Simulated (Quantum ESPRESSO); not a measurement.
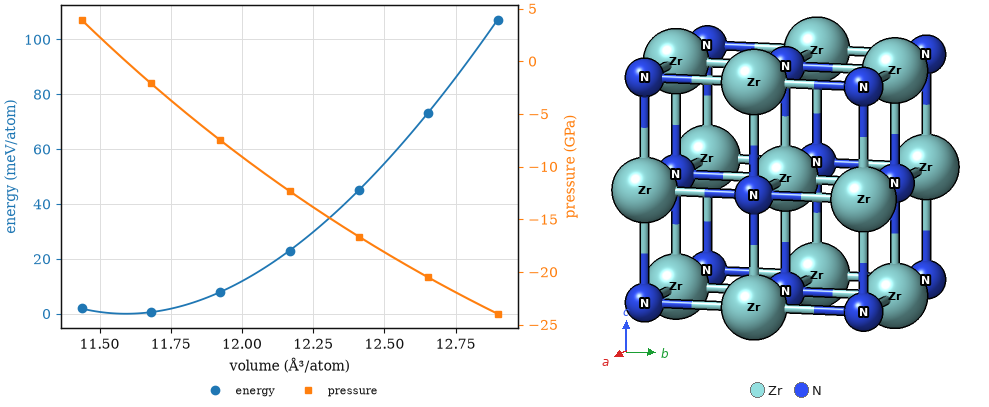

Calculation (Quantum ESPRESSO 7.5): plane-wave DFT, no spin polarisation; energies at scaled volumes of the given cell, shape and fractions fixed, counted from the fit's minimum, third-order Birch-Murnaghan fit. Level: LDA.

```csv
setting,value
k mesh,10×10×10
occupations,Fermi–Dirac
smearing width,0.05 eV
potentials,PseudoDojo 0.4.1 SR LDA stringent
wave cutoff,1143 eV
density cutoff,4572 eV
```

Cell as given: a = 3.253 Å, b = 3.253 Å, c = 3.253 Å, α = 60.00°, β = 60.00°, γ = 60.00°; 2 atoms.

**Figure.** Energy and pressure against volume for ZrN, space group Fm-3m (No. 225). The conventional cell is drawn beside the plot.

A third-order Birch–Murnaghan fit gives V0 = 11.59 Å³/atom, B0 = 283 GPa and B′ = 4.3. The energy is 2 meV/atom at volume 11.44 Å³/atom and 107 meV/atom at 12.90 Å³/atom; the lowest computed point is at volume 11.68 Å³/atom (1 meV/atom), and no other minimum shows. The pressure falls from 3.93 GPa at volume 11.44 Å³/atom to −23.97 GPa at 12.90 Å³/atom, and changes sign near 11.60 Å³/atom.
